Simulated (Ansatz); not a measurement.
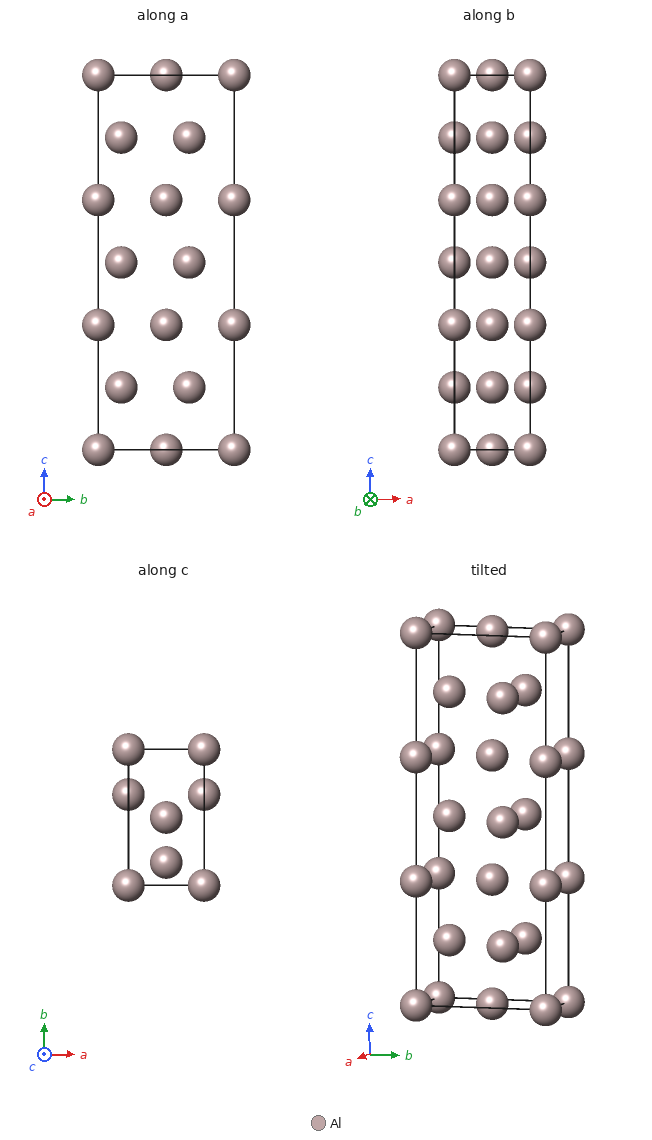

Drawn in the spheres-only manner and seen along the a axis, along the b axis, along the c axis and slightly off an axis. Atoms at the boundary of the unit cell (the box) are drawn once for each face, edge or corner they touch.

Lattice parameters: a = 2.820 Å, b = 5.070 Å, c = 13.974 Å, α = 90.01°, β = 89.99°, γ = 90.00°. Put a along x and b in the xy plane.

Q: From the views, write a POSCAR file, with free fractional coordinates to two decimals.

A:
```
Al
1.0
     2.820    0.000    0.000
     0.000    5.070    0.000
     0.002   -0.002   13.974
Al
12
Direct
  0.00 0.00 0.00
  0.50 0.50 0.00
  0.50 0.17 0.17
  0.00 0.67 0.17
  0.00 0.00 0.33
  0.50 0.50 0.33
  0.50 0.17 0.50
  0.00 0.67 0.50
  0.00 0.00 0.67
  0.50 0.50 0.67
  0.50 0.17 0.83
  0.00 0.67 0.83
```

It goes back to a structure type filled with this element by a generator (whether the element takes this form wasn't checked). Cell shown after relaxation with Ansatz, DFT PBE, scalar-relativistic, plane waves, PAW.
